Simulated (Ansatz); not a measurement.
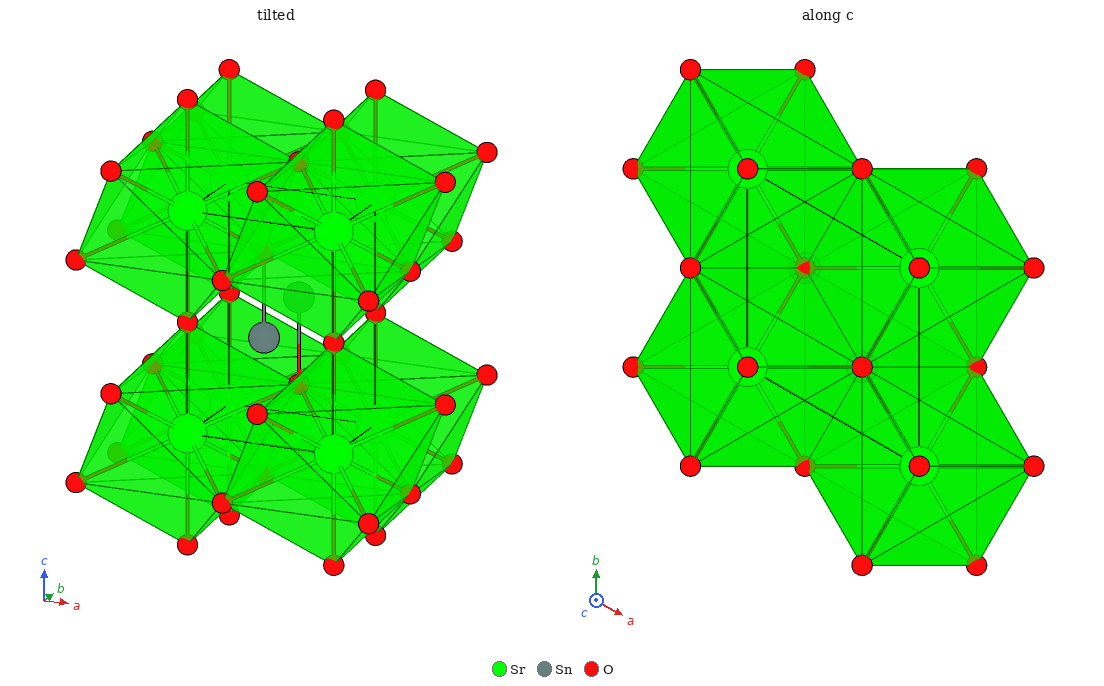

The image is a polyhedral drawing of a crystal, viewed slightly off an axis and along the c axis. The wireframe shows the conventional unit cell. Some neighbours outside the box are added. Cell: a = 4.67 Å, b = 4.67 Å, c = 5.33 Å, α = 90.00°, β = 90.00°, γ = 120.00°.

The initial geometry was a structure type filled with these elements by a generator (whether the compound takes this form wasn't checked). Earlier steps of the study may have refined or changed the cell and positions. It went into a calculation with Ansatz.

### Give a description of the structure.

The stoichiometry is SrSn$_{2}$O$_{3}$. It takes space group P-3m1 (No. 164) on a primitive hexagonal lattice. The cell has 6 atoms, namely 1 Sr, 2 Sn, 3 O. The polyhedra are SrO8 cubes; they share corners and edges. The coordination shell of Sr holds eight O in a distorted cubic arrangement at about 2.7 to 3.0 Å. Around each Sn lies one O at about 2.1 Å. O takes two kinds of site: 2d with three Sr and one Sn in a distorted tetrahedral arrangement (about 3.0 Å to Sr, 2.1 Å to Sn); 1b with two Sr in a linear arrangement at about 2.7 Å. Not all metal-metal contacts are counted. With all bonds counted the structure is a three-dimensional framework. Leaving out the bonds to Sr, what remains is separate SnO groups.

Setup: Ansatz 0.2.0, DFT PBE, scalar-relativistic, plane waves, PAW; a kinetic-energy cutoff of 420 eV, a 6×6×6 mesh of k-points, Gaussian smearing of 0.02 eV, no spin polarisation.

### How large a gap does the method give, if there is one?

A semiconductor at this level, with a gap of 1.30 eV, direct.

### How are the electrons shared out in a Bader analysis?

Sr +1.55 e; Sn +1.10 e; O -1.25 e.

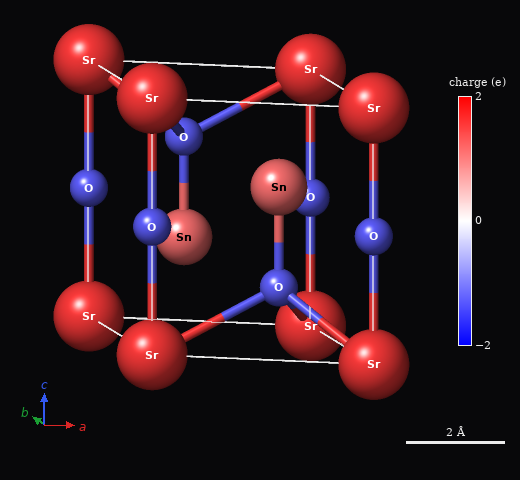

The atoms coloured by those charges. The run's cell of 6 atoms is drawn.

### Are forces and stress small enough to call this relaxed?

Yes. All forces vanish to within 0.01 eV/Å. The pressure is 0.0 GPa, close to zero.
